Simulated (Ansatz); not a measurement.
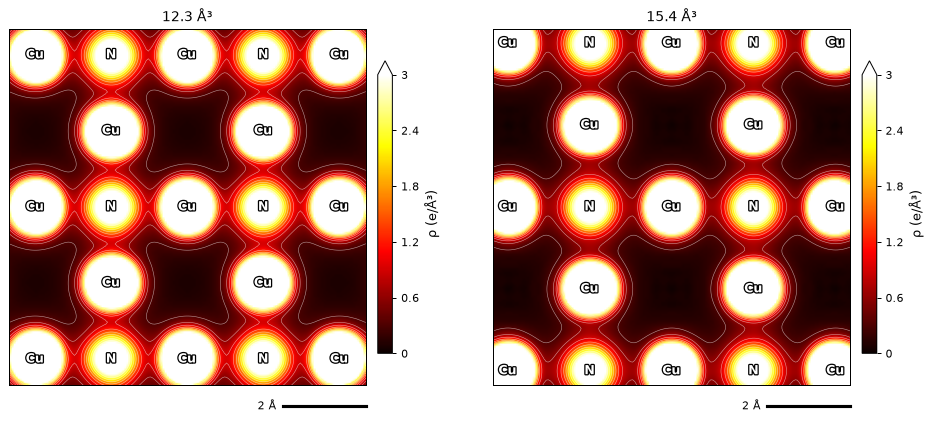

Cu₃N. The valence charge density (pseudo) of cells scaled evenly to different volumes (given per atom above each panel), on the (001) plane of each (indices in the axes of the cell below), at one length scale and on one colour scale.

Computed without spin polarisation.

The calculation used DFT PBE, scalar-relativistic, plane waves, PAW (Ansatz).

The largest cell:

```
Cu N
1.0
     3.95084    0.00000    0.00000
     0.00000    3.95084    0.00000
     0.00000    0.00000    3.95084
Cu N
3 1
Direct
  0.50000 0.00000 0.00000
  0.00000 0.50000 0.00000
  0.00000 0.00000 0.50000
  0.00000 0.00000 0.00000
```

| volume (Å³/atom) | Cu–N contact in the plane (Å) | ρ at its midpoint (e/Å³) | pressure (GPa) | 
| --- | --- | --- | --- |
| 12.33 | 1.834 | 0.933 | 19.9 | 
| 14.02 | 1.914 | ? | ? | 
| 15.42 | 1.975 | 0.678 | −8.8 | 

> Estimate the missing row, and compare with the calculation.

Over the known rows ln ρ falls by 2.26 per Å of Cu–N distance (the line through the two), which gives 0.778 e/Å³ at 1.914 Å; the calculation gives 0.773 e/Å³. For the pressure, a straight line in volume between the neighbouring rows gives 4.2 GPa; the calculation gives 0.0, lower because pressure rises ever faster on compression.
